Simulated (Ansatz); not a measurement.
```xyz
4
Lattice="3.3429 0.0000 0.0000 -1.6714 2.8950 0.0000 0.0000 0.0000 5.2027" Properties=species:S:1:pos:R:3 pbc="T T T"
Hf    0.0000    1.9300    1.3007
Hf    1.6714    0.9650    3.9020
C     0.0000    0.0000    2.6014
C     0.0000    0.0000    0.0000
```

Space group P6₃/mmc; a structure from a database of computed crystals, not necessarily the ambient phase; computed pressure about −2 GPa in this cell.

The calculation used Kohn-Sham DFT of a periodic cell, HSE06 form with a typed share of exact exchange, Ansatz PAW in Ansatz.

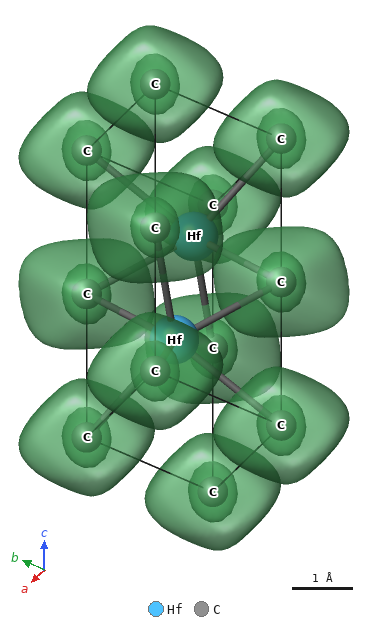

HfC. Isosurface of the electron localisation function at 0.6 (green), seen at an oblique angle. Only the valence region is drawn (cores and ρ < 0.01 e/Å³ removed). Sticks mark near contacts.

In a PAW calculation such maps are meaningful between the atoms, not at the nuclei.

Q: What do the ELF domains correspond to?

A: At this value the surface marks out two regions wrapped around C (the valence shell of each), counted in one cell of 4 atoms. Any copies at cell faces, edges or corners count once. Along the contacts the grid gives the following. Hf–C (2.33 Å): the ELF peaks at about 0.80 in the valence shell of C, 0.7 Å from its nucleus, and is about 0.20 at the midpoint; no localised pair shows between them.

Q: Does the calculation make it a metal, or give it a gap?

A: It is metallic or semimetallic at this level of theory: no gap opens.
